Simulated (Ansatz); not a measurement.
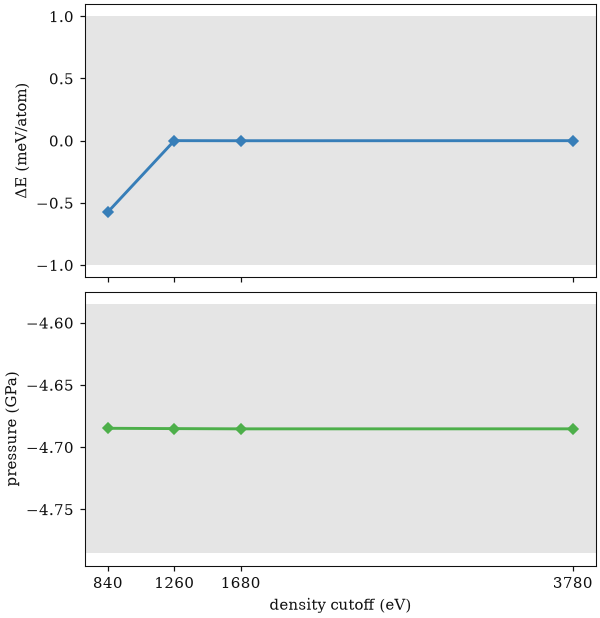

One cell, run at 4 values of the density cutoff.
System: Ti₂C (R-3m, 3 atoms in the cell).
Method: Ansatz 0.2.0, DFT PBEsol, scalar-relativistic, plane waves, PAW; cutoff 420 eV, 18×18×18 k-mesh, Gaussian smearing of 0.1 eV.
ΔE is the free energy less its value at the largest setting, 3780 eV.
Dashed lines or grey bands mark the tolerance: 1 meV/atom and 0.1 GPa.
The atoms sit off their equilibrium sites.

Question: What is enough for the free energy to 1 meV/atom?

Answer: The free energy is within 1 meV/atom of the largest setting's value at every setting shown, 840 eV included. The largest deviation is 0.6 meV/atom.

Question: How does the pressure behave (tolerance 0.1 GPa)?

Answer: The pressure is within 0.1 GPa of the largest setting's value at every setting shown, 840 eV included. The largest deviation is 0.0004 GPa.
